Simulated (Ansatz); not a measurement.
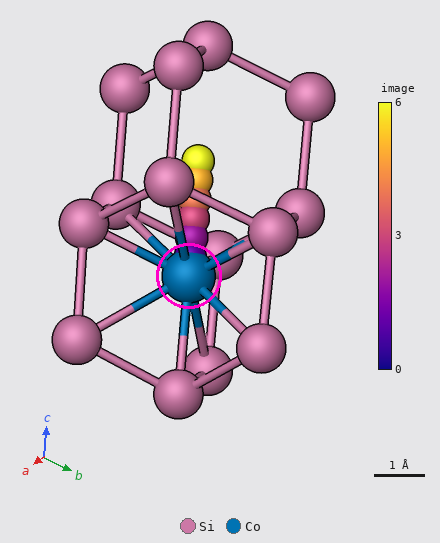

NEB run on a defect cell of composition CoSi$_{32}$ (33 atoms in the cell). Images are numbered from 0 (start) to 6 (end). The start is drawn whole; smaller spheres mark the moving atoms (Co) in the later images, joined by lines and coloured by the number of the image. The picture is a ball-and-stick view of the atoms within 4.2 Å of the middle of the path, seen slightly off an axis. The moving atom is ringed, with any periodic copies. Bonds to atoms that aren't drawn are left out.

All numbers below come from DFT PBEsol, scalar-relativistic, plane waves, PAW (Ansatz 0.2.0). Settings: plane-wave cutoff 420 eV; k-point mesh 2 × 2 × 2; Gaussian smearing 0.02 eV; spin collinear; 5 movable images; climbing image.

What moves, how far, and at what cost in energy?

Answer. The Co atom travels furthest, 2.34 Å from end to end, along +c, on a straight line. At the highest image its nearest neighbour (Si) is 2.30 Å away, against 2.39 Å at the start, and the surrounding atoms stand up to 0.06 Å off the mean of their end positions. The two ends have the same energy, and the highest point, image 3, lies 0.31 eV above the start. The band is converged.
